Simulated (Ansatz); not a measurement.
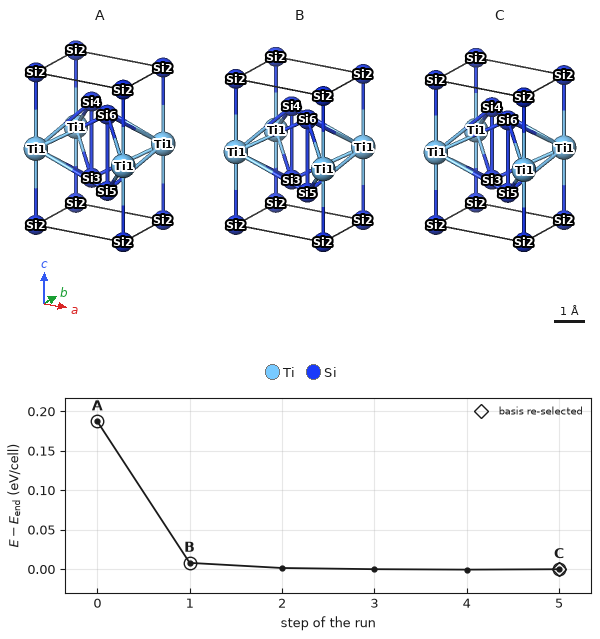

Frames of a relaxation of a crystal of TiSi5 (set up in P6/mmm), marked on the history of the run. A ball-and-stick model of the cell of the calculation, seen slightly off an axis.

Case: 5 of 6 Ti sites taken by Si, cell and atoms relaxed.

All numbers below come from DFT r2SCAN, scalar-relativistic, plane waves, PAW (Ansatz). Settings: plane-wave cutoff 500 eV; k-point mesh 12 × 12 × 8; occupations gaussian; smearing width 0.1 eV; no spin polarisation; cell and atoms relaxed; force threshold 0.015 eV/Å; at most 60 steps.

Question: What happens along the run?

Answer: The atoms keep their places relative to the cell (all moves are under 0.005 Å). Cell: a = b 4.412 → 4.442 Å (+0.7 %), c 5.251 → 4.990 Å (−5.0 %). Volume −3.7 %. Among the contacts that change: Ti1–Si2 2.625 → 2.495 Å, Si3–Si4 2.625 → 2.495 Å, Si3–Si5 2.547 → 2.565 Å, Ti1–Si3 2.865 → 2.852 Å. The space group stays P6/mmm (No. 191). After 4 accepted moves (5 points after the start) the energy has fallen by 0.187 eV per cell of the calculation. Largest force component: 0.066 eV/Å at the start, 0.0016 eV/Å at the end. The pressure goes from −4.69 to −0.04 GPa. The SCF was repeated once at an unchanged geometry on a basis and grid sized afresh for the cell, which shifted the energy by 0.5 meV per cell of the calculation at most. Cost: 4.9 min on 1 thread of Intel(R) Xeon(R) Processor @ 2.50GHz (Skylake/Cascade Lake), on a shared host, peak memory 0.76 GiB. From step 0 to 1: volume −4.1 %, energy −0.179 eV per cell of the calculation. From step 1 to 5: volume +0.5 %, energy −8.1 meV per cell of the calculation.

```tsv
step	E − E(0), meV/atom	largest force component, eV/Å	pressure, GPa	volume, Å³/atom	note
0	0.00	0.0660	-4.69	14.750	
1	-29.87	0.0251	0.22	14.144	
2	-30.95	0.0245	-0.08	14.237	
3	-31.20	0.0603	0.14	14.189	
4	-31.30	0.0016	-0.04	14.212	
5	-31.21	0.0016	-0.04	14.212	same geometry, new basis
```
